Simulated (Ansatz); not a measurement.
The calculation's input:

```
crystal:
  lattice:
    - [1.4316899074, 0.8265865534, 5.9577715763]
    - [-1.4316899074, 0.8265865534, 5.9577715763]
    - [0.0, -1.6531731068, 5.9577715763]
  atoms:
    - { symbol: Pd, position: [0.0, 0.0, 0.0] }
    - { symbol: Co, position: [0.5, 0.5, 0.5], spin: 2.0 }
    - { symbol: O, position: [0.112476, 0.112476, 0.112476] }
    - { symbol: O, position: [0.887524, 0.887524, 0.887524] }
hamiltonian:
  xc: pbesol
  pseudopotentials: { kind: paw }
magnetization:
  spin_polarized: true
kpoints:
  mp_grid: { grid: [11, 11, 11] }
scf:
  occupations: { method: fermi_dirac, width: 0.05 }
output:
  forces: true
  stress: true
  eigenvalues: true
  write_density: true
  write_potential: true
  elf: true
  volumetric_format: npy
```

Launched as:

```sh
ansatz run input.yaml --threads 2 --pin off --max-ram 5632MiB --backend cpu --events-out ev --progress --plain --runs-dir out
```

Below, planes, directions and counts refer to the conventional cell (a = 2.86 Å, b = 2.86 Å, c = 17.87 Å, α = 90.00°, β = 90.00°, γ = 120.00°).

Space group R-3m; a structure from a database of computed crystals, not necessarily the ambient phase; computed pressure about −11 GPa in this cell; the program warned that a starting moment wasn't kept; spin-polarised, but the moments vanished.

Computed with Kohn-Sham DFT of a periodic cell, PBEsol, Ansatz PAW (Ansatz 0.2.0).

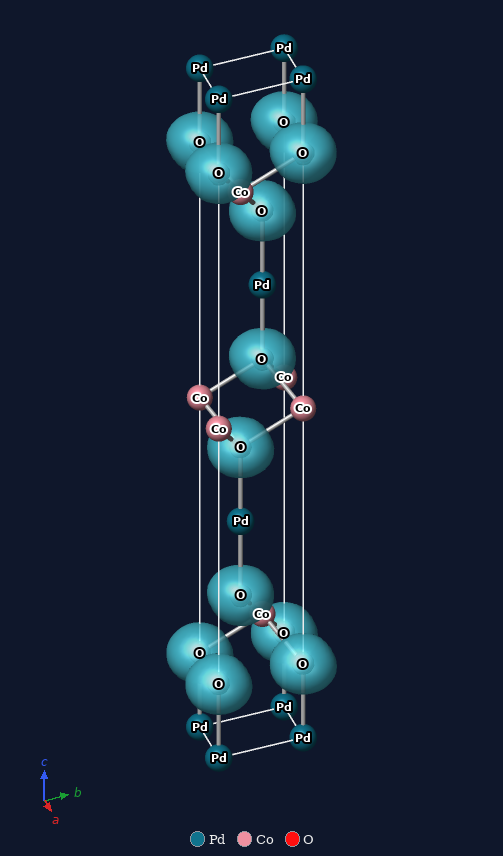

CoPdO₂. Isosurface of the ELF at 0.6 (cyan), seen at an oblique angle. Only the valence region is drawn (cores and ρ < 0.01 e/Å³ removed). Sticks mark near contacts.

Core electrons are frozen (PAW), and the valence fields are smoothed inside the atomic spheres.

Q: What do the ELF domains correspond to?

A: The surface consists of six regions wrapped around O (the valence shell of each), counted in one cell of 12 atoms. Regions shared between cells count once.

Values along the shortest contacts:
Co–O (1.92 Å): the ELF peaks at about 0.85 in the valence shell of O, 0.6 Å from its nucleus, and is about 0.20 at the midpoint (no localised pair shows between them). Pd–O (2.01 Å): the ELF peaks at about 0.85 in the valence shell of O, 0.6 Å from its nucleus, and is about 0.15 at the midpoint (no shared electron pair shows on this line).

Q: Does the calculation make it a metal, or give it a gap?

A: It is metallic or semimetallic at this level of theory: no gap opens; semilocal functionals without U, or without the true magnetic order, often close the gap of such compounds.
